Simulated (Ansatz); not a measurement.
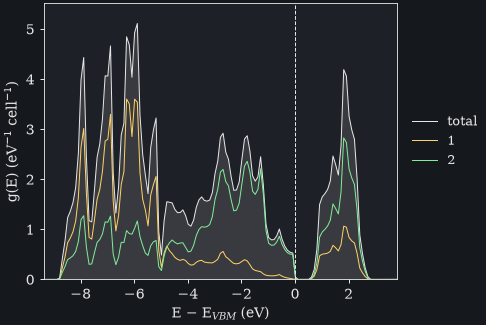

Density of states. Energies are counted from the top of the valence band. The partial curves are projected on Löwdin-orthogonalised atomic shells.

System: CdI2-type PtS$_{2}$, space group P-3m1, 3 atoms in the cell; a = 3.543 Å, c = 5.039 Å (hexagonal axes).

Method: PBEsol, Pt d U = 6 eV, Ansatz PAW, no spin polarisation, no spin-orbit coupling, 9×9×5 k mesh in the self-consistent step, 420 eV cutoff, Fermi-Dirac smearing of 0.05 eV (Ansatz 0.2.0).

Question: Assign each number in the legend. The candidates: Pt d, S p.

Answer: 1 is Pt d; 2 is S p.

Question: Metal or insulator, going by the density of states?

Answer: There is a gap; over the k points computed it is 0.82 eV.

The density of states comes from the program's own step for it, whose mesh and broadening can differ from those of the self-consistent step. Odd divisions of the mesh miss points on the zone boundary, where band edges often lie, so the gap on the mesh can be too wide. Spin-orbit coupling is left out, which matters for Pt. The PAW data sets were made with another functional. The cell is at 7 GPa in this functional.
